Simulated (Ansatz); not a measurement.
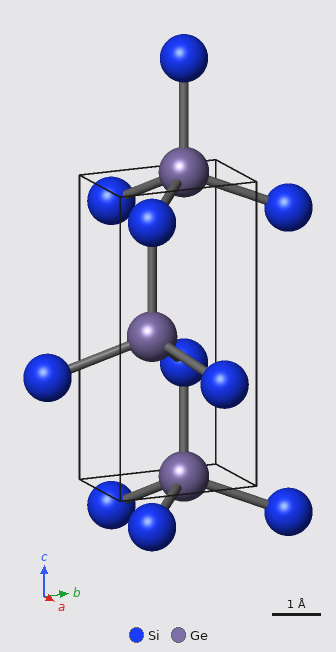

Reference structure: crystalline SiGe (set up in P6_3mc). Style: ball-and-stick. Shown: the cell of the calculation, slightly off an axis.

All numbers below come from DFT r2SCAN, scalar-relativistic, plane waves, PAW (Ansatz 0.2.0). Set-up: plane-wave cutoff 500 eV; k-point mesh 12 × 12 × 4; occupations gaussian; smearing width 0.02 eV; no spin polarisation.

Now this is done to it. Uniaxial strain along c, +2.0 %, is applied. The a and b axes and the atoms are relaxed.

Question: What does the calculation give for the changed structure?

Answer: The drawn cell changes as follows: a = b 3.904 → 3.896 Å (−0.2 %), c 6.454 → 6.583 Å (+2.0 %); the volume changes by +1.5 %. The largest moves relative to the cell, 0.007 Å, are those of Si and Ge atoms. Largest moves by element: Ge 0.007 Å, Si 0.007 Å. Near-neighbour distances before and after: Ge–Si 2.413 → 2.447 Å, Ge–Si 2.397 → 2.403 Å. The space group stays P6_3mc (No. 186). It costs 5.1 meV per atom. Pressure: 0.0 GPa before, −1.3 GPa after. The principal stresses (compression positive) are −3.8 GPa along c and none across it.

Drawn alike, the variant:

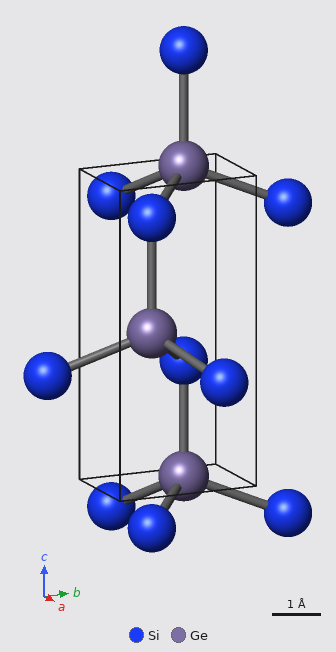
